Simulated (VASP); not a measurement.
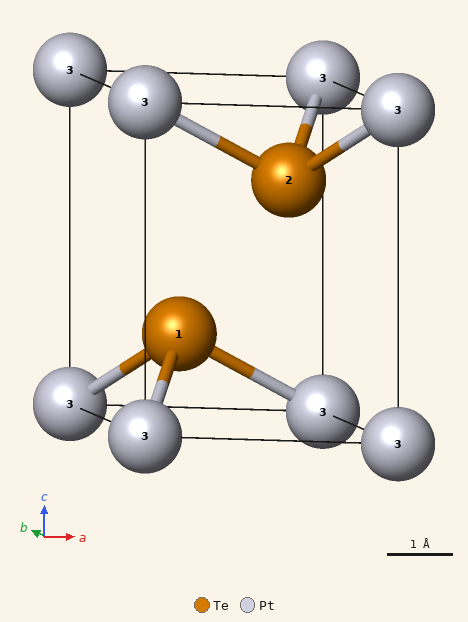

**Figure 1.** The structure as given in the input (ball-and-stick view of the cell of the calculation, seen slightly off an axis; atoms are numbered from 1 in the order of the input). An atom can appear more than once, as a periodic image. Near neighbours in the periodic cell (some may lie outside the picture): Te has 3 Pt at 2.66 Å; Pt has 6 Te at 2.66 Å.

# PtTe2: geometry relaxation (part 1 of 3)

PtTe2 (P-3m1, 3 atoms in the cell), computed with Kohn-Sham DFT of a periodic cell, PBE with D3(BJ), VASP PAW PBE potentials, recommended, no spin polarisation (VASP 6.6.1).

The structure derives from an entry of the Crystallography Open Database.

## OSZICAR
```
N       E                     dE             d eps       ncg     rms          rms(c)
DAV:   1     0.120421891479E+03    0.12042E+03   -0.10299E+04   720   0.141E+03
DAV:   2    -0.892541238584E+01   -0.12935E+03   -0.12609E+03   903   0.231E+02
DAV:   3    -0.137726169043E+02   -0.48472E+01   -0.47920E+01   909   0.476E+01
DAV:   4    -0.138353188581E+02   -0.62702E-01   -0.62689E-01   940   0.565E+00
DAV:   5    -0.138363721987E+02   -0.10533E-02   -0.10533E-02   937   0.647E-01    0.142E+01
RMM:   6    -0.135444207687E+02    0.29195E+00   -0.17575E+00   720   0.879E+00    0.856E+00
RMM:   7    -0.134535650808E+02    0.90856E-01   -0.29084E-01   720   0.365E+00    0.430E+00
RMM:   8    -0.134291049544E+02    0.24460E-01   -0.65444E-02   720   0.213E+00    0.300E-01
RMM:   9    -0.134290278474E+02    0.77107E-04   -0.10285E-02   726   0.717E-01    0.195E-01
RMM:  10    -0.134291456831E+02   -0.11784E-03   -0.21018E-03   724   0.382E-01    0.101E-01
RMM:  11    -0.134290918193E+02    0.53864E-04   -0.61241E-04   725   0.184E-01    0.187E-02
RMM:  12    -0.134290956640E+02   -0.38447E-05   -0.10073E-04   754   0.673E-02    0.207E-02
RMM:  13    -0.134290948467E+02    0.81730E-06   -0.15621E-05   741   0.263E-02    0.929E-03
RMM:  14    -0.134290934516E+02    0.13951E-05   -0.45938E-06   731   0.161E-02    0.347E-03
RMM:  15    -0.134290933132E+02    0.13840E-06   -0.82000E-07   641   0.621E-03    0.125E-03
RMM:  16    -0.134290932495E+02    0.63721E-07   -0.15547E-07   470   0.274E-03
   1 F= -.15122359E+02 E0= -.15120518E+02  d E =-.151224E+02
       N       E                     dE             d eps       ncg     rms          rms(c)
DAV:   1    -0.150731968960E+02   -0.16441E+01   -0.30024E+01   755   0.473E+01    0.905E+00
RMM:   2    -0.138819962700E+02    0.11912E+01   -0.57576E+00   720   0.169E+01    0.576E+00
RMM:   3    -0.135803053770E+02    0.30169E+00   -0.58650E-01   720   0.564E+00    0.296E+00
RMM:   4    -0.135264292239E+02    0.53876E-01   -0.13023E-01   720   0.234E+00    0.178E+00
RMM:   5    -0.135193362120E+02    0.70930E-02   -0.42521E-02   720   0.109E+00    0.797E-01
RMM:   6    -0.135198194818E+02   -0.48327E-03   -0.46770E-03   723   0.492E-01    0.591E-02
RMM:   7    -0.135198932557E+02   -0.73774E-04   -0.11935E-03   731   0.214E-01    0.114E-01
RMM:   8    -0.135199163075E+02   -0.23052E-04   -0.22642E-04   745   0.112E-01    0.268E-02
RMM:   9    -0.135199252311E+02   -0.89236E-05   -0.63068E-05   758   0.550E-02    0.306E-02
RMM:  10    -0.135199265154E+02   -0.12843E-05   -0.10045E-05   728   0.237E-02    0.115E-02
RMM:  11    -0.135199271672E+02   -0.65179E-06   -0.28628E-06   704   0.117E-02    0.465E-03
RMM:  12    -0.135199274967E+02   -0.32950E-06   -0.51010E-07   576   0.520E-03    0.729E-03
RMM:  13    -0.135199271747E+02    0.32203E-06   -0.23952E-07   495   0.331E-03    0.428E-03
RMM:  14    -0.135199273192E+02   -0.14456E-06   -0.63214E-08   447   0.186E-03    0.137E-03
RMM:  15    -0.135199272761E+02    0.43104E-07   -0.16386E-08   358   0.957E-04
   2 F= -.15053520E+02 E0= -.15051053E+02  d E =0.688392E-01
       N       E                     dE             d eps       ncg     rms          rms(c)
DAV:   1    -0.141381715199E+02   -0.61824E+00   -0.11394E+01   748   0.293E+01    0.523E+00
RMM:   2    -0.137097635448E+02    0.42841E+00   -0.26572E+00   720   0.111E+01    0.257E+00
RMM:   3    -0.135755622435E+02    0.13420E+00   -0.26101E-01   720   0.365E+00    0.797E-01
RMM:   4    -0.135554046554E+02    0.20158E-01   -0.77693E-02   720   0.149E+00    0.477E-01
RMM:   5    -0.135550273628E+02    0.37729E-03   -0.83417E-03   721   0.596E-01    0.511E-01
RMM:   6    -0.135551269965E+02   -0.99634E-04   -0.10300E-03   733   0.222E-01    0.525E-01
RMM:   7    -0.135552785992E+02   -0.15160E-03   -0.88760E-04   722   0.170E-01    0.717E-01
RMM:   8    -0.135566288251E+02   -0.13502E-02   -0.71331E-03   932   0.437E-01    0.804E-01
RMM:   9    -0.135557191112E+02    0.90971E-03   -0.50963E-04   720   0.126E-01    0.595E-01
RMM:  10    -0.135555540945E+02    0.16502E-03   -0.10177E-04   720   0.529E-02    0.493E-01
RMM:  11    -0.135555579327E+02   -0.38382E-05   -0.73764E-06   722   0.196E-02    0.488E-01
RMM:  12    -0.135551877944E+02    0.37014E-03   -0.66255E-04  1065   0.129E-01    0.127E-01
RMM:  13    -0.135551627179E+02    0.25077E-04   -0.10096E-04   886   0.463E-02    0.553E-03
RMM:  14    -0.135551627568E+02   -0.38933E-07   -0.25928E-06   722   0.119E-02    0.435E-03
RMM:  15    -0.135551629444E+02   -0.18759E-06   -0.51141E-07   589   0.524E-03    0.458E-03
RMM:  16    -0.135551627855E+02    0.15895E-06   -0.79744E-07   682   0.523E-03    0.144E-02
RMM:  17    -0.135551628089E+02   -0.23393E-07   -0.93465E-07   710   0.592E-03
   3 F= -.15183581E+02 E0= -.15181525E+02  d E =-.612220E-01
       N       E                     dE             d eps       ncg     rms          rms(c)
DAV:   1    -0.135539470512E+02    0.12157E-02   -0.21360E-03   846   0.403E-01    0.681E-02
RMM:   2    -0.135538661364E+02    0.80915E-04   -0.46323E-04   720   0.148E-01    0.385E-02
RMM:   3    -0.135538440160E+02    0.22120E-04   -0.45444E-05   720   0.489E-02    0.154E-02
RMM:   4    -0.135538414771E+02    0.25389E-05   -0.16626E-05   720   0.226E-02    0.818E-03
RMM:   5    -0.135538416360E+02   -0.15893E-06   -0.14410E-06   718   0.802E-03    0.845E-03
RMM:   6    -0.135538416811E+02   -0.45109E-07   -0.25940E-07   490   0.327E-03
   4 F= -.15183612E+02 E0= -.15181564E+02  d E =-.612533E-01
       N       E                     dE             d eps       ncg     rms          rms(c)
DAV:   1    -0.135643048684E+02   -0.10463E-01   -0.58375E-01   720   0.586E+00    0.783E-01
RMM:   2    -0.135533625219E+02    0.10942E-01   -0.65955E-02   720   0.187E+00    0.367E-01
RMM:   3    -0.135505997860E+02    0.27627E-02   -0.64385E-03   720   0.598E-01    0.133E-01
RMM:   4    -0.135500416365E+02    0.55815E-03   -0.28824E-03   720   0.311E-01    0.111E-01
RMM:   5    -0.135500661783E+02   -0.24542E-04   -0.28003E-04   722   0.116E-01    0.952E-02
RMM:   6    -0.135500783420E+02   -0.12164E-04   -0.57852E-05   735   0.530E-02    0.370E-02
RMM:   7    -0.135500780832E+02    0.25882E-06   -0.25402E-05   721   0.304E-02    0.812E-03
RMM:   8    -0.135500783403E+02   -0.25711E-06   -0.66394E-06   761   0.165E-02    0.562E-03
RMM:   9    -0.135500779284E+02    0.41186E-06   -0.98524E-07   668   0.640E-03    0.324E-03
RMM:  10    -0.135500776179E+02    0.31050E-06   -0.24341E-07   502   0.345E-03    0.143E-03
RMM:  11    -0.135500775786E+02    0.39320E-07   -0.50040E-08   423   0.158E-03
   5 F= -.15197760E+02 E0= -.15195747E+02  d E =-.141481E-01
       N       E                     dE             d eps       ncg     rms          rms(c)
DAV:   1    -0.135840202689E+02   -0.33943E-01   -0.25442E+00   748   0.123E+01    0.162E+00
RMM:   2    -0.135376266395E+02    0.46394E-01   -0.28408E-01   720   0.386E+00    0.795E-01
RMM:   3    -0.135255757056E+02    0.12051E-01   -0.27969E-02   720   0.124E+00    0.290E-01
RMM:   4    -0.135231752999E+02    0.24004E-02   -0.12253E-02   720   0.640E-01    0.241E-01
RMM:   5    -0.135232811609E+02   -0.10586E-03   -0.12592E-03   723   0.241E-01    0.211E-01
RMM:   6    -0.135233396723E+02   -0.58511E-04   -0.25519E-04   735   0.111E-01    0.755E-02
RMM:   7    -0.135233360297E+02    0.36426E-05   -0.11605E-04   722   0.641E-02    0.185E-02
RMM:   8    -0.135233377636E+02   -0.17339E-05   -0.29298E-05   760   0.347E-02    0.117E-02
RMM:   9    -0.135233369487E+02    0.81492E-06   -0.44311E-06   724   0.135E-02    0.604E-03
RMM:  10    -0.135233363358E+02    0.61284E-06   -0.11141E-06   688   0.738E-03    0.296E-03
RMM:  11    -0.135233361609E+02    0.17499E-06   -0.23862E-07   488   0.350E-03    0.175E-03
RMM:  12    -0.135233362816E+02   -0.12070E-06   -0.75743E-08   447   0.208E-03    0.866E-04
RMM:  13    -0.135233363555E+02   -0.73930E-07   -0.22481E-08   419   0.113E-03
   6 F= -.15208794E+02 E0= -.15206470E+02  d E =-.251817E-01
       N       E                     dE             d eps       ncg     rms          rms(c)
DAV:   1    -0.135268450631E+02   -0.35088E-02   -0.16000E-02   762   0.981E-01    0.127E-01
RMM:   2    -0.135265534238E+02    0.29164E-03   -0.17421E-03   720   0.306E-01    0.657E-02
RMM:   3    -0.135264797528E+02    0.73671E-04   -0.16949E-04   720   0.975E-02    0.262E-02
RMM:   4    -0.135264630542E+02    0.16699E-04   -0.83339E-05   720   0.534E-02    0.202E-02
RMM:   5    -0.135264635748E+02   -0.52056E-06   -0.79959E-06   723   0.196E-02    0.169E-02
RMM:   6    -0.135264639664E+02   -0.39158E-06   -0.15749E-06   712   0.883E-03    0.704E-03
RMM:   7    -0.135264640223E+02   -0.55929E-07   -0.56781E-07   631   0.484E-03
   7 F= -.15208872E+02 E0= -.15206600E+02  d E =-.252603E-01
       N       E                     dE             d eps       ncg     rms          rms(c)
DAV:   1    -0.135328217756E+02   -0.63578E-02   -0.46902E-01   720   0.470E+00    0.617E-01
RMM:   2    -0.135299319068E+02    0.28899E-02   -0.12516E-02   720   0.698E-01    0.202E-01
RMM:   3    -0.135291633884E+02    0.76852E-03   -0.22853E-03   721   0.319E-01    0.128E-01
RMM:   4    -0.135290557841E+02    0.10760E-03   -0.66811E-04   720   0.157E-01    0.103E-01
RMM:   5    -0.135290385878E+02    0.17196E-04   -0.15072E-04   721   0.890E-02    0.323E-02
RMM:   6    -0.135290400869E+02   -0.14991E-05   -0.25708E-05   727   0.356E-02    0.120E-02
RMM:   7    -0.135290404460E+02   -0.35908E-06   -0.53898E-06   738   0.155E-02    0.182E-03
RMM:   8    -0.135290405067E+02   -0.60667E-07   -0.13189E-06   668   0.747E-03    0.177E-03
RMM:   9    -0.135290405070E+02   -0.29945E-09   -0.24734E-07   493   0.330E-03
   8 F= -.15211578E+02 E0= -.15209283E+02  d E =-.270596E-02
       N       E                     dE             d eps       ncg     rms          rms(c)
DAV:   1    -0.135293311415E+02   -0.29063E-03   -0.27744E-02   755   0.114E+00    0.149E-01
RMM:   2    -0.135291595631E+02    0.17158E-03   -0.73748E-04   720   0.169E-01    0.495E-02
RMM:   3    -0.135291136860E+02    0.45877E-04   -0.13212E-04   721   0.773E-02    0.316E-02
RMM:   4    -0.135291063399E+02    0.73461E-05   -0.39673E-05   720   0.384E-02    0.254E-02
RMM:   5    -0.135291048825E+02    0.14573E-05   -0.90957E-06   721   0.219E-02    0.790E-03
RMM:   6    -0.135291048568E+02    0.25768E-07   -0.15625E-06   723   0.881E-03    0.285E-03
RMM:   7    -0.135291048524E+02    0.44174E-08   -0.32629E-07   531   0.385E-03
   9 F= -.15211692E+02 E0= -.15209391E+02  d E =-.281976E-02
       N       E                     dE             d eps       ncg     rms          rms(c)
DAV:   1    -0.135337626816E+02   -0.46578E-02   -0.51570E-01   720   0.584E+00    0.875E-01
RMM:   2    -0.135184227699E+02    0.15340E-01   -0.77261E-02   720   0.188E+00    0.488E-01
RMM:   3    -0.135145088072E+02    0.39140E-02   -0.86805E-03   720   0.679E-01    0.170E-01
RMM:   4    -0.135137905837E+02    0.71822E-03   -0.25845E-03   720   0.288E-01    0.136E-01
RMM:   5    -0.135138086868E+02   -0.18103E-04   -0.26470E-04   721   0.109E-01    0.116E-01
RMM:   6    -0.135138238264E+02   -0.15140E-04   -0.46520E-05   722   0.488E-02    0.214E-02
RMM:   7    -0.135138181071E+02    0.57193E-05   -0.27789E-05   721   0.305E-02    0.891E-03
RMM:   8    -0.135138180104E+02    0.96605E-07   -0.37810E-06   726   0.137E-02    0.487E-03
RMM:   9    -0.135138175961E+02    0.41437E-06   -0.84387E-07   656   0.640E-03    0.158E-03
RMM:  10    -0.135138173556E+02    0.24051E-06   -0.15239E-07   465   0.295E-03    0.671E-04
RMM:  11    -0.135138172667E+02    0.88910E-07   -0.40398E-08   440   0.150E-03
  10 F= -.15212588E+02 E0= -.15210352E+02  d E =-.895934E-03
```

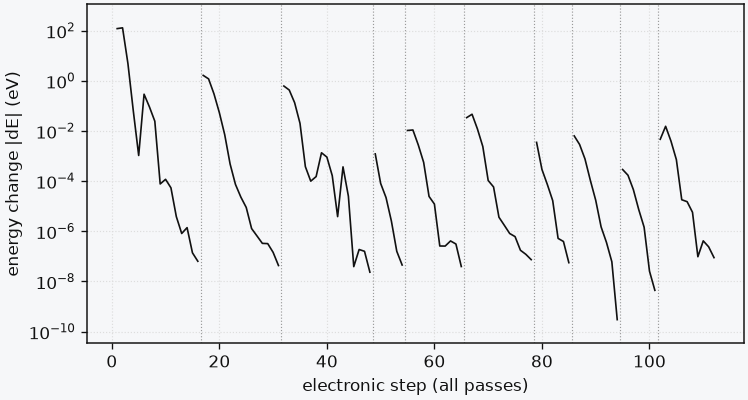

**Figure 2.** Convergence of the self-consistent field: energy change |dE| against the electronic step. Each stretch between dotted lines is the SCF of one geometry step of a relaxation. The 10 ionic steps take 6 to 17 electronic steps each. The density is held fixed in the first few steps, and dE rises again when its update begins.

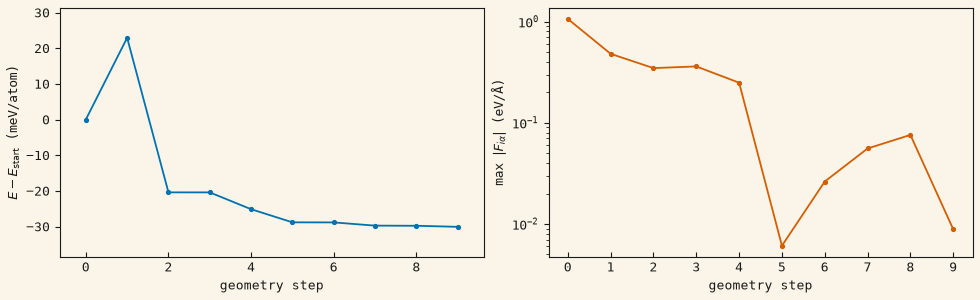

**Figure 3.** Progress of the relaxation, step by step (steps are counted from 0).

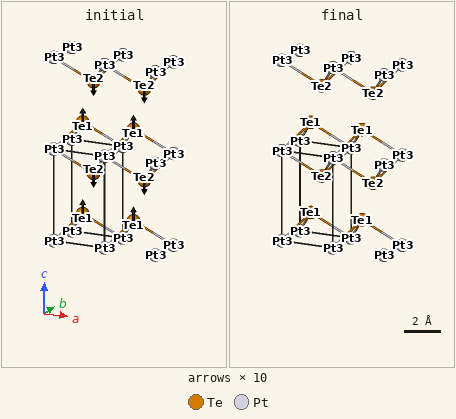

**Figure 4.** Before (left) and after (right) the relaxation, at one scale (ball-and-stick view of the cell of the calculation, repeated 2 × 1 × 2, seen slightly off an axis). The black arrows give the displacements (without the part carried along by the change of the cell), magnified 10 times. After 9 geometry steps the energy has fallen by 30.1 meV per atom. Largest force component: 1.1 eV/Å at the start, 0.0089 eV/Å at the end. The largest moves relative to the cell, 0.082 Å, are those of Te1 and Te2. Pt stays in place. Cell: a = b 4.010 → 4.042 Å (+0.8 %), c 5.201 → 5.117 Å (−1.6 %). Volume −0.1 %. Distances before and after: Te1–Pt3 2.655 → 2.701 Å. The space group stays P-3m1 (No. 164). (Atoms are counted from 1 in the order of the input.)

## Parts of OUTCAR
```
SYSTEM = Te2Pt
   PREC = Accurate
   ENCUT = 600
   EDIFF = 1E-7
   ISMEAR = 0
   LREAL = .FALSE.
   LASPH = .TRUE.
   NELM = 100
   ISIF = 3
   GGA = PE
   IVDW = 12
   IBRION = 2
   NSW = 100
   EDIFFG = -0.05
 IVDW          = 12
 VDW_S6        =  1.00000000  s6, scaling of the dipole-dipole dispersion
 VDW_S8        =  0.78750002  s8, scaling of the dipole-quadrupole dispersion
 VDW_A1        =  0.42890000  a1, scaling of the critical radii
 VDW_A2        =  4.44070005  a2, offset of the critical radii
 VDW_RADIUS    = 50.20216178  two-body interaction cutoff (in Angstroms)
 VDW_CNRADIUS  = 21.16708996  CN, coordination number cutoff (in Angstroms)

 ion  position               nearest neighbor table
   1  0.333  0.667  0.250-   3 2.66   3 2.66   3 2.66   2 3.48   2 3.48   2 3.48   2 3.48   2 3.48
                             2 3.48
   2  0.667  0.333  0.750-   3 2.66   3 2.66   3 2.66   1 3.48   1 3.48   1 3.48   1 3.48   1 3.48
                             1 3.48
   3  0.000  0.000  0.000-   1 2.66   2 2.66   2 2.66   1 2.66   2 2.66   1 2.66

  LATTYP: Found a hexagonal cell.
 ALAT       =     4.0100000000
 C/A-ratio  =     1.2970074813

  Lattice vectors:

 A1 = (   4.0100000000,   0.0000000000,   0.0000000000)
 A2 = (  -2.0050000000,   3.4727618692,   0.0000000000)
 A3 = (   0.0000000000,   0.0000000000,   5.2010000000)

Analysis of symmetry for initial positions (statically):
=====================================================================
 Subroutine PRICEL returns:
 Original cell was already a primitive cell.

 Routine SETGRP: Setting up the symmetry group for a
 hexagonal supercell.

 Subroutine GETGRP returns: Found 12 space group operations
 (whereof 12 operations were pure point group operations)
 out of a pool of 24 trial point group operations.

The static configuration has the point symmetry D_3d.
```
